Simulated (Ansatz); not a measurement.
Li2H

Input

```
crystal:
  lattice:
    - [3.0287257878, 0.0, 0.0]
    - [0.0, 5.8711998995, 0.0]
    - [0.0, 0.0, 29.1870994]
  atoms:
    - { symbol: Li, position: [0.25, 0.3845175939, 0.3295356952] }
    - { symbol: Li, position: [0.25, 1.0909353318, 0.2588505865] }
    - { symbol: Li, position: [0.75, -0.0909353318, 0.3235985211] }
    - { symbol: Li, position: [0.75, 0.6154824061, 0.2529134124] }
    - { symbol: H, position: [0.25, 0.0788294701, 0.3264211322] }
    - { symbol: H, position: [0.75, 0.9211705299, 0.2560279754] }
  periodic: [true, true, false]
basis:
  ecutwfc: 500
kpoints:
  mp_grid: { grid: [12, 6, 1] }
  band_path:
    path:
      - [0.0, 0.0, 0.0]
      - [-0.5, 0.0, 0.0]
      - [0.0, 0.0, 0.0]
      - [-0.5, 0.0, 0.0]
      - [-0.5, -0.5, 0.0]
      - [0.0, -0.5, 0.0]
      - [0.0, 0.0, 0.0]
    npoints: 14
hamiltonian:
  xc: r2scan
scf:
  occupations: { method: gaussian, width: 0.1 }
  n_extra_bands: 15
output:
  forces: true
  stress: true
  eigenvalues: true
  populations: true
  dos: { projected: true, de: 0.02, nscf_kmesh: { grid: [15, 8, 1] } }
  bader: true
  write_density: true
  write_potential: true
  elf: true
  volumetric_format: npy
```

Launched as:

```sh
ansatz run input.yaml --threads 1 --pin off --max-ram 2048MiB --backend cpu --events-out ev --progress --plain --runs-dir out
```

A structure generated by program, which may or may not match a known phase.

The calculation used DFT r2SCAN, scalar-relativistic, plane waves, PAW in Ansatz 0.2.0.

In a PAW calculation such maps are meaningful between the atoms, not at the nuclei.

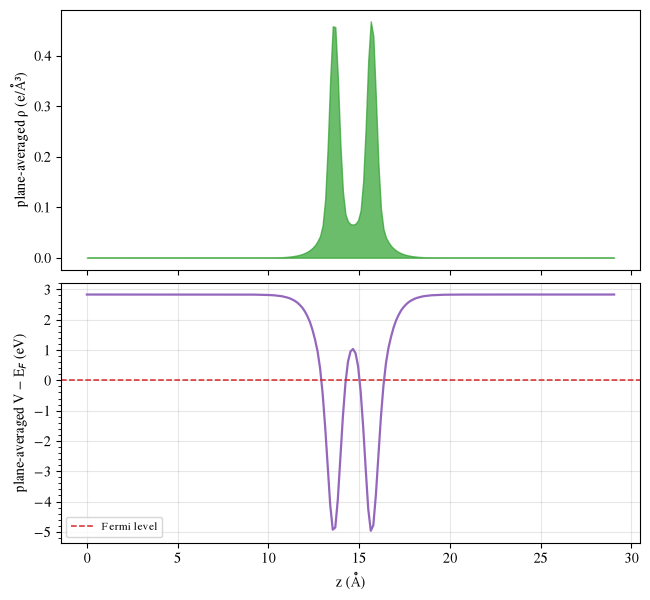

Figure 1. Plane average of the electrostatic potential energy of an electron and of the valence electron density across the slab.

Q: Read off the work function of this surface.

A: The potential is flat in the vacuum, 2.8 eV above the Fermi level; this is the work function, the same on both faces.

Q: How thick is the slab, and how wide the vacuum?

A: The outermost nuclei are 2.2 Å apart, in 2 atomic planes; the vacuum between periodic images is 27.0 Å wide.

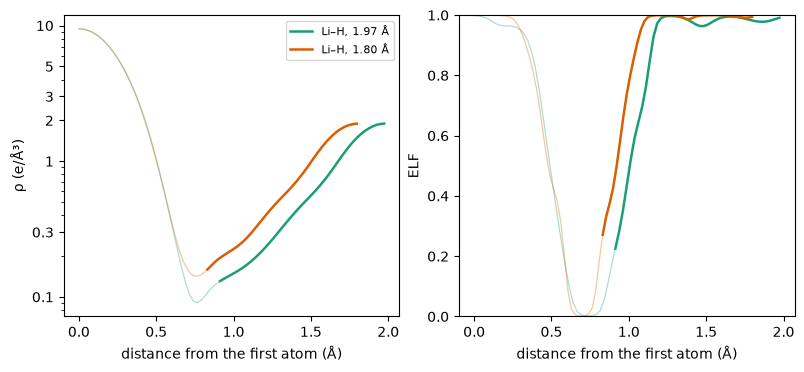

Figure 2. Valence charge density (pseudo) and ELF along straight lines between neighbouring atoms. Thin, pale parts lie inside the atomic spheres.

Q: Compare the contacts.

A: Li–H (1.97 Å): the density is about 0.15 e/Å³ at the midpoint; the ELF climbs to about 1 towards the hydrogen.
Li–H (1.80 Å): ρ at the midpoint is about 0.19 e/Å³; the ELF climbs to about 1 towards the hydrogen.

Q: Metal or insulator at this level of theory?

A: It is metallic or semimetallic at this level of theory: no gap opens.
